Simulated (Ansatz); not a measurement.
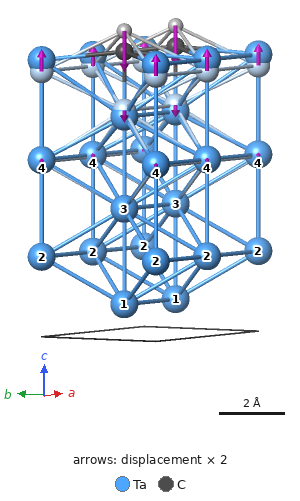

A constrained relaxation of a slab of composition Ta$_{6}$C (cut from the Fm-3m phase). The starting structure is drawn faded, the final one solid; purple arrows show the displacements, magnified 2 times.

A ball-and-stick model of the 2 × 1 repeat of the cell, outlined in the plane, without the vacuum, seen from a free direction.

Case: C put over a Ta atom of a lower plane. The slab is the (1 1 0) face of Ta with C on it. 3 atoms are held fixed.

Theory: DFT PBEsol, scalar-relativistic, plane waves, PAW in Ansatz 0.2.0.

Input
```yaml
crystal:
  lattice:
    - [2.9525883342, 0.0, 0.0]
    - [0.0, 4.1755904664, 0.0]
    - [0.0, 0.0, 26.3814708356]
  atoms:
    - { symbol: Ta, position: [0.5, 0.5, 0.3221958341] }
    - { symbol: Ta, position: [0.0, 0.0, 0.3781553435] }
    - { symbol: Ta, position: [0.5, 0.5, 0.434114853] }
    - { symbol: Ta, position: [0.0, 0.0, 0.4894831953] }
    - { symbol: Ta, position: [0.5, 0.5, 0.5494072446] }
    - { symbol: Ta, position: [0.0, 0.0, 0.5956583961] }
    - { symbol: C, position: [0.5, 0.5, 0.6426610824] }
basis:
  ecutwfc: 420
kpoints:
  mp_grid: { grid: [10, 7, 1] }
hamiltonian:
  xc: pbesol
scf:
  occupations: { method: gaussian, width: 0.1 }
output:
  forces: true
  eigenvalues: true
  write_density: true
  write_potential: true
  elf: true
  volumetric_format: npy
relax:
  adjacent_minimum: "off"
  f_tol: 0.03
  max_steps: 70
  constraints: [{ sites: [0, 1, 2] }]
efield:
  axis: 3
  dipole_correction: true
  ramp_width: 0.04
```

Run as
```bash
ansatz run input.yaml --threads 1 --pin off --max-ram 2560MiB --backend cpu --events-out ev --progress --plain --runs-dir out
```

**Which element moves most?**

Carbon: up to 0.64 Å, against 0.35 Å for tantalum.

**What happened in the run?**

The energy falls by 2.416 eV per cell of the calculation in 6 geometry steps. The largest force component goes from 4.1 to 0.0009 eV/Å. C7 moves most: 0.64 Å along the normal (−c). By element the largest moves are C 0.64 Å, Ta 0.35 Å. The cell doesn't change. Some distances before and after: Ta5–C7 2.460 → 2.017 Å, Ta4–Ta6 2.801 → 3.090 Å, Ta6–C7 2.842 → 2.570 Å, Ta5–Ta6 2.833 → 3.103 Å. Among the angles between lasting bonds that change: Ta6–C7–Ta6 128.3° → 168.5°, Ta5–C7–Ta6 64.1° → 84.2°, Ta6–C7–Ta6 94.6° → 108.7°.

Limits of the set-up: the periodic images lie only 3.0 Å apart, so the values are limited by the cell's size.
